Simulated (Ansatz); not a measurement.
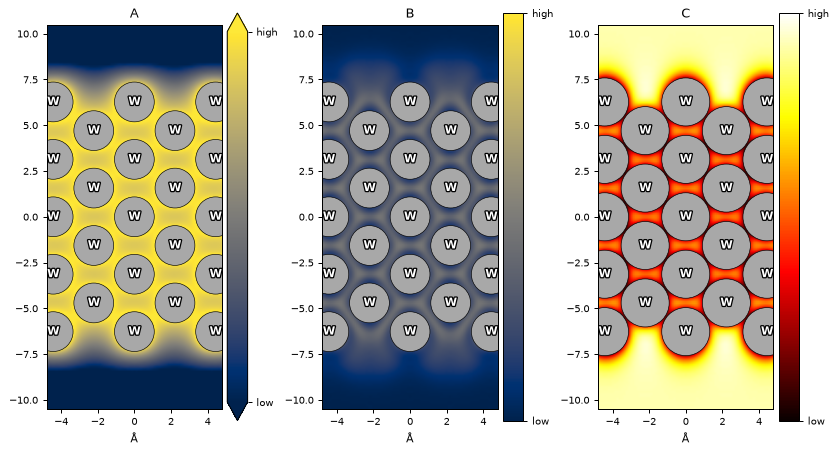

W (slab): 3 fields on the (11̄0) plane of the calculation cell, a cut from vacuum to vacuum, with unlabelled colour scales. Grey discs cover the atomic cores.

Not relaxed (largest force 1.9 eV/Å).

Theory: Ansatz, DFT LDA, scalar-relativistic, plane waves, PAW.

Input file:

```
crystal:
  lattice:
    - [3.1358820218, 0.0, 0.0]
    - [0.0, 3.1358820218, 0.0]
    - [0.0, 0.0, 27.5435280873]
  atoms:
    - { symbol: W, position: [0.5, 0.5, 0.2722962714] }
    - { symbol: W, position: [0.0, 0.0, 0.3292222036] }
    - { symbol: W, position: [0.5, 0.5, 0.3861481357] }
    - { symbol: W, position: [0.0, 0.0, 0.4430740679] }
    - { symbol: W, position: [0.5, 0.5, 0.5] }
    - { symbol: W, position: [0.0, 0.0, 0.5569259321] }
    - { symbol: W, position: [0.5, 0.5, 0.6138518643] }
    - { symbol: W, position: [0.0, 0.0, 0.6707777964] }
    - { symbol: W, position: [0.5, 0.5, 0.7277037286] }
basis:
  ecutwfc: 420
kpoints:
  mp_grid: { grid: [11, 11, 1] }
hamiltonian:
  xc: lda
scf:
  occupations: { method: gaussian, width: 0.1 }
output:
  forces: true
  stress: true
  eigenvalues: true
  write_density: true
  write_potential: true
  elf: true
  volumetric_format: npy
efield:
  axis: 3
  dipole_correction: true
```

Launched as:

```sh
ansatz run input.yaml --threads 1 --pin off --max-ram 2560MiB --backend cpu --events-out ev --progress --plain --runs-dir out
```

### Which field does each panel show? The fields are: electron localisation function, electrostatic potential energy of an electron and valence pseudo-density.

Panel A: valence pseudo-density. Panel B: electron localisation function. Panel C: electrostatic potential energy of an electron (low next to the atoms, rising into the space between them).
